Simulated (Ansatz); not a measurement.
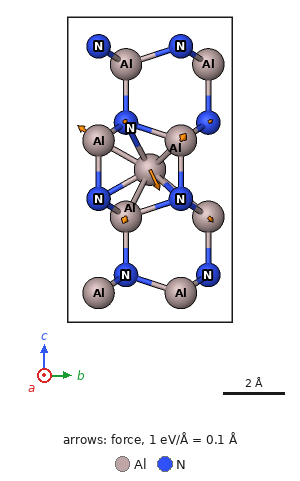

Starting geometry of a defect cell of composition Al17N16 with the computed forces as orange arrows. Style: ball-and-stick. Shown: the cell of the calculation (origin shifted), along the a axis.

Case: Al interstitial, charge +0, atoms relaxed.

Computed with Ansatz 0.2.0, DFT PBE, scalar-relativistic, plane waves, PAW. Set-up: plane-wave cutoff 420 eV; k-point mesh 2 × 2 × 2; occupations gaussian; smearing width 0.02 eV; collinear spin; atoms relaxed in a fixed cell; force threshold 0.02 eV/Å; at most 60 steps.

Q: What follows when this structure is relaxed?

A: It isn't relaxed: the largest force vector, on an Al atom, is 8.71 eV/Å. The final displacements follow the starting forces only in part (cosine between the two patterns 0.60). Over 14 accepted moves (16 points after the start) the energy falls by 4.460 eV per cell of the calculation. The largest force component goes from 7.1 to 0.0095 eV/Å. The line search rejected the trial steps at points 4, 13 of the run. The atom that moves furthest is an Al atom (0.43 Å along [1 1 −3]). By element the largest moves are Al 0.43 Å, N 0.21 Å. The cell doesn't change. Near-neighbour distances that change, for instance: Al–N 2.316 → 2.855 Å, Al–N 2.367 → 2.890 Å, Al–N 1.915 → 2.347 Å, Al–Al 1.946 → 2.371 Å. Bond angles that change, for instance: N–Al–Al 170.1° → 146.7°, N–Al–Al 168.7° → 146.4°, N–Al–Al 171.2° → 149.3°. The program noted that the starting moments weren't kept. The run may lie on a higher electronic state than the lowest, so the end point isn't shown to be the ground-state structure.

Limits of the set-up: the k-point mesh is coarse for a cell with partly filled bands; the periodic images lie only 6.3 Å apart, so the values are limited by the cell's size.
